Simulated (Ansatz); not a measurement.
# Calculations on CuAu and related structures

### Relaxation

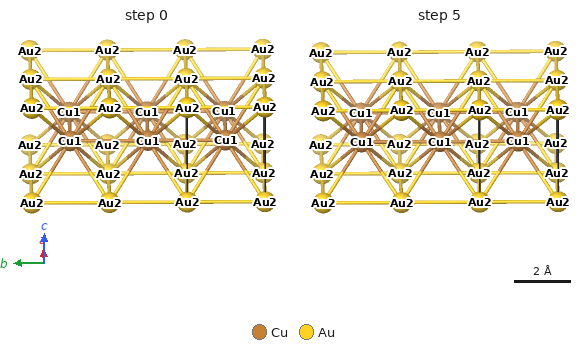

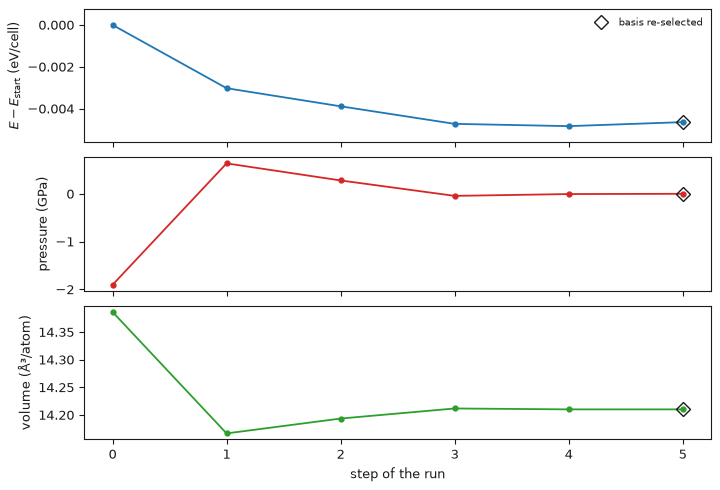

First and last geometry of a relaxation of crystalline CuAu (set up in P4/mmm), with the history of the run. A ball-and-stick model of the cell of the calculation, repeated 2 × 3 × 1 with one cell outlined, seen from a free direction.

Computed with DFT PBEsol, scalar-relativistic, plane waves, PAW in Ansatz 0.2.0. Set-up: plane-wave cutoff 420 eV; k-point mesh 16 × 16 × 12; occupations gaussian; smearing width 0.1 eV; no spin polarisation; cell and atoms relaxed; force threshold 0.005 eV/Å; at most 80 steps.

> What do the curves and the structures tell?

It converged. The atoms keep their places relative to the cell (all moves are under 0.005 Å). The volume changes by −1.2 %, with a = b 2.800 → 2.820 Å (+0.7 %), c 3.670 → 3.574 Å (−2.6 %). Near-neighbour distances that change, for instance: Cu1–Au2 2.699 → 2.678 Å, Au2–Au2 2.800 → 2.820 Å, Cu1–Cu1 2.800 → 2.820 Å. The space group stays P4/mmm (No. 123). The energy falls by 4.6 meV per cell of the calculation in 4 accepted moves (5 points after the start). All forces vanish by symmetry, so only the cell relaxes. The pressure goes from −1.90 to 0.00 GPa. At 1 point the geometry stayed and the basis and grid were re-selected for the new cell (energy shift of 0.2 meV per cell of the calculation at most each time). The run took about 70 core-seconds on a shared host.

```
step  E − E(0), meV/atom  pressure, GPa  volume, Å³/atom                      note
   0                0.00          -1.90           14.386                          
   1               -1.51           0.64           14.167                          
   2               -1.94           0.28           14.194                          
   3               -2.36          -0.04           14.212                          
   4               -2.42           0.00           14.210                          
   5               -2.32           0.00           14.210  same geometry, new basis
```

### Relaxation

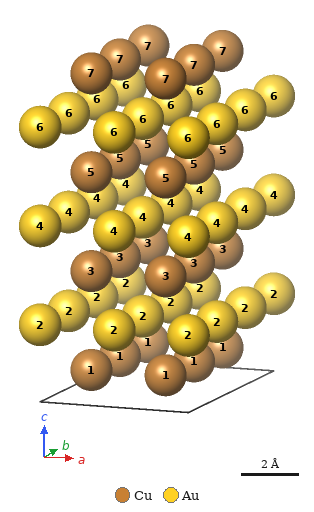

A slab of composition Cu4Au3 (cut from the P4/mmm phase), before the relaxation. A spheres-only model of the 2 × 3 repeat of the cell, outlined in the plane, without the vacuum, seen slightly off an axis.

Case: (0 0 1) slab, atoms relaxed. The slab is the (0 0 1) face of CuAu.

The calculation used Ansatz 0.2.0, DFT PBEsol, scalar-relativistic, plane waves, PAW.

Input
```yaml
crystal:
  lattice:
    - [2.8199208674, 0.0, 0.0]
    - [0.0, 2.8199208674, 0.0]
    - [0.0, 0.0, 25.7219928365]
  atoms:
    - { symbol: Cu, position: [0.5, 0.5, 0.2915792741] }
    - { symbol: Au, position: [0.0, 0.0, 0.3610528494] }
    - { symbol: Cu, position: [0.5, 0.5, 0.4305264247] }
    - { symbol: Au, position: [0.0, 0.0, 0.5] }
    - { symbol: Cu, position: [0.5, 0.5, 0.5694735753] }
    - { symbol: Au, position: [0.0, 0.0, 0.6389471506] }
    - { symbol: Cu, position: [0.5, 0.5, 0.7084207259] }
basis:
  ecutwfc: 420
kpoints:
  mp_grid: { grid: [12, 12, 1] }
hamiltonian:
  xc: pbesol
scf:
  occupations: { method: gaussian, width: 0.1 }
output:
  forces: true
  eigenvalues: true
relax:
  adjacent_minimum: "off"
  f_tol: 0.02
  max_steps: 60
efield:
  axis: 3
  dipole_correction: true
```

What does the optimiser find from here?

The energy falls by 29.7 meV per cell of the calculation in 2 accepted moves (3 points after the start). The largest force component goes from 0.35 to 0.0034 eV/Å. 1 step only repeated the SCF at the same geometry. The largest moves relative to the layer's centre, 0.079 Å, are those of Cu1 and Cu7. Cu7 goes along the normal (−c). By element the largest moves are Cu 0.079 Å, Au 0.004 Å. The lattice vectors keep their values. Near-neighbour distances that change, for instance: Au6–Cu7 2.678 → 2.623 Å, Au2–Cu3 2.678 → 2.682 Å. The run took roughly 4 core-minutes on a shared host.

History of the run:

```tsv
step	E − E(0), meV/atom	largest force component, eV/Å	note
0	0.00	0.3470	
1	-4.10	0.0803	
2	-4.25	0.0034	
3	-4.25	0.0034	same geometry, SCF repeated
```

The end point in the same view:

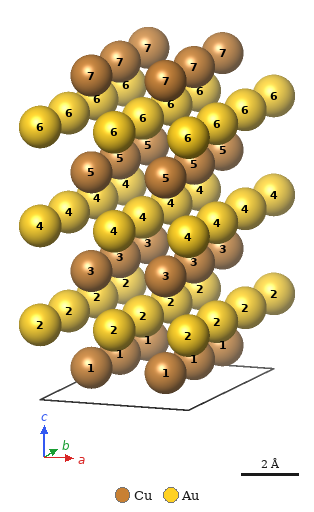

### A change

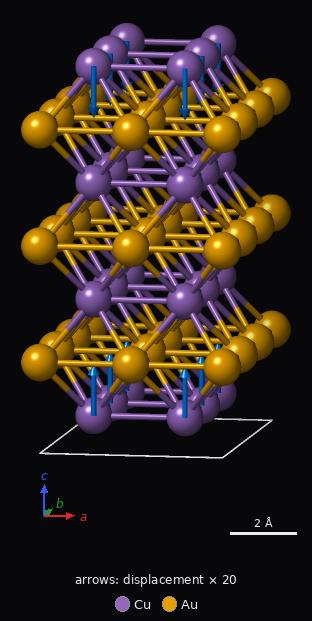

A (0 0 1) slab of CuAu as cut from the relaxed bulk. The blue arrows show how the atoms are displaced, magnified 20 times. The picture is a ball-and-stick view of the 2 × 3 repeat of the cell, outlined in the plane, without the vacuum, seen slightly off an axis.

These are results of Ansatz 0.2.0, DFT PBEsol, scalar-relativistic, plane waves, PAW, not measurements. (plane-wave cutoff 420 eV; occupations gaussian; smearing width 0.1 eV; no spin polarisation) The k-mesh is chosen for each cell (12×12×10, 12×12×1).

Describe the change and its computed effect.

Answer. The atoms of the slab are relaxed at the bulk's in-plane cell. The slab isn't stoichiometric; relaxing it gains 0.030 J/m². The top spacing, between the Cu and Au planes, goes from 1.79 to 1.70 Å (−4.7 %), the bottom one (Cu to Au) from 1.79 to 1.70 Å (−4.7 %). The work function of the top face goes from 4.51 to 4.47 eV. The cell doesn't change. The largest moves relative to the layer's centre, 0.079 Å, are those of Cu atoms. Largest moves by element: Cu 0.079 Å, Au 0.004 Å. Some distances before and after: Au–Cu 2.678 → 2.623 to 2.682 Å.
